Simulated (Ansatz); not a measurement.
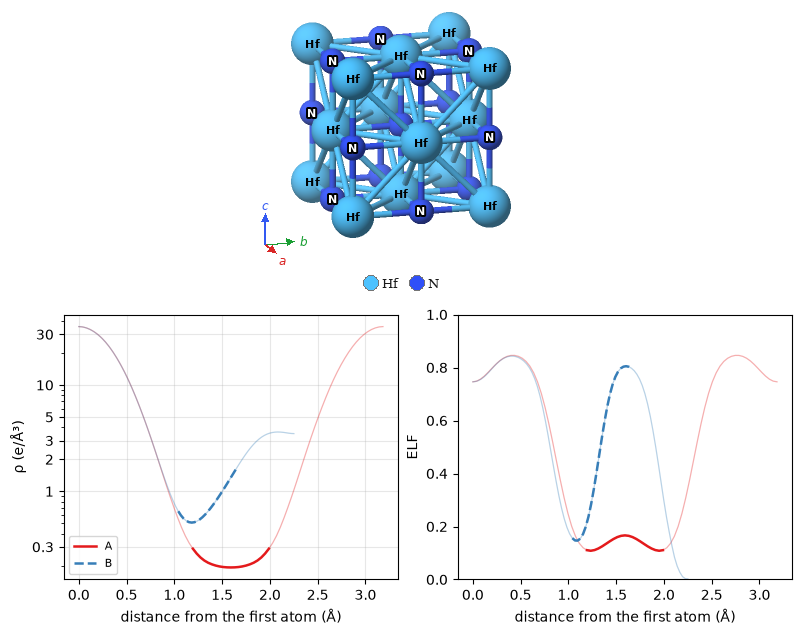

Figure. HfN. Valence charge density (pseudo) and ELF along straight lines between neighbouring atoms. Thin, pale parts lie inside the atomic spheres. The structure is drawn too.

Space group Fm-3m; a structure from a database of computed crystals, not necessarily the ambient phase; computed without spin polarisation.

Level of theory: Ansatz, DFT PBEsol, scalar-relativistic, plane waves, PAW.

Core electrons are frozen (PAW), and the valence fields are smoothed inside the atomic spheres.

```
CELL_PARAMETERS angstrom
4.50174 0.00000 0.00000
0.00000 4.50174 0.00000
0.00000 0.00000 4.50174
ATOMIC_POSITIONS crystal
Hf 0.00000 0.00000 0.00000
Hf 0.50000 0.50000 0.00000
Hf 0.50000 0.00000 0.50000
Hf 0.00000 0.50000 0.50000
N 0.50000 0.00000 0.00000
N 0.00000 0.50000 0.00000
N 0.00000 0.00000 0.50000
N 0.50000 0.50000 0.50000
```

> Which curve belongs to which contact (Hf–Hf and Hf–N)? The first atom named is at distance zero.

Curve A: Hf–Hf (3.18 Å): ρ is about 0.19 e/Å³ halfway; the ELF is about 0.15 at the midpoint (no shared electron pair shows on this line). Curve B: Hf–N (2.25 Å): ρ at the midpoint is about 0.53 e/Å³; the ELF peaks at about 0.80 in the valence shell of N, 0.6 Å from its nucleus, and drops to about 0.15 between the two atoms (no localised pair shows between them).
